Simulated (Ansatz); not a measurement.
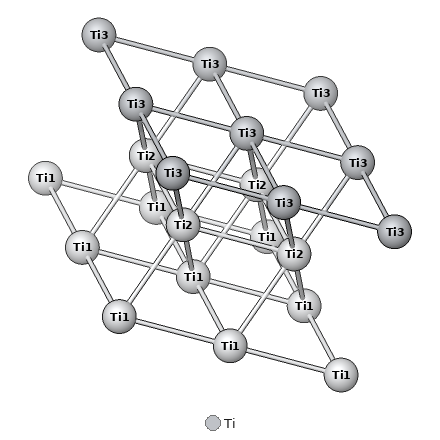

The system is C on a Ti(110) slab cut from the Im-3m phase, its upper half relaxed before the scan (3 atoms of substrate and one adsorbate in a 1 × 1 cell); the picture shows it without the atoms that are moved over the map. C is moved over the surface cell; relaxed at each place: the height of the adsorbate's atoms; substrate rigid; the origin of the map has the adsorbate above Ti3. Places are given modulo a cell vector. The map is drawn in real space over the plane of the surface. The grid has 6 × 6 points; 13 points were computed and 23 follow by symmetry. All energies are given in eV relative to the lowest grid point. With one adsorbate in each 1 × 1 cell, its nearest image is 2.8 Å away, so neighbouring adsorbates interact. The calculation used DFT PBEsol, scalar-relativistic, plane waves, PAW in Ansatz 0.2.0. Settings: cutoff 420 eV, k-mesh 10×10×1, gaussian smearing 0.1 eV, no spin polarisation.

Range: position of C4 along the first surface vector from 0.000 to 0.833; position of C4 along the second surface vector from 0.000 to 0.833.

**Predict the map.**

The lowest grid point is at a bridge site between two Ti atoms, over a second-layer Ti atom, (3/6, 3/6) of the cell vectors. No other kind of well shows on this grid. The highest grid point, the top site over a surface Ti atom, (0/6, 0/6) of the cell vectors, lies 3.00 eV above the lowest. On the interpolated surface the easiest way out of the lowest well to its copy in the next cell or period passes a barrier of about 1.3 eV. At the lowest point the adsorbate has 2 Ti at 1.87 Å as nearest neighbours, at the highest 1 Ti at 1.93 Å. Its relaxed height above the top atom is 0.96 Å at the lowest and 1.94 Å at the highest point.

| second ↓, first → | 0/6 | 1/6 | 2/6 | 3/6 | 4/6 | 5/6 |
| --- | --- | --- | --- | --- | --- | --- |
| 5/6 | 2.76 | 2.32 | 1.43 | 1.22 | 2.13 | 2.71 |
| 4/6 | 2.01 | 1.43 | 0.47 | 0.63 | 1.63 | 2.13 |
| 3/6 | 1.33 | 1.22 | 0.63 | 0.00 | 0.63 | 1.22 |
| 2/6 | 2.01 | 2.13 | 1.63 | 0.63 | 0.47 | 1.43 |
| 1/6 | 2.76 | 2.71 | 2.13 | 1.22 | 1.43 | 2.32 |
| 0/6 | 3.00 | 2.76 | 2.01 | 1.33 | 2.01 | 2.76 |

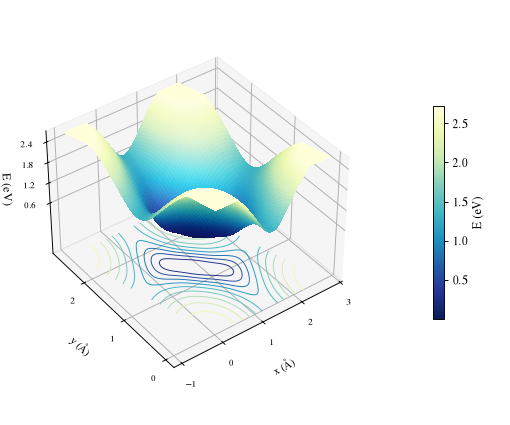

Drawn: a relief with its contours projected below, any walls above the top of the colour scale cut off. Between grid points the surface is interpolated.

The whole map (13 points run) took 15 min on 1 thread of Intel(R) Xeon(R) Platinum 8259CL CPU @ 2.50GHz (Skylake/Cascade Lake), with other jobs on the host.

PAW datasets: the set soft_1.
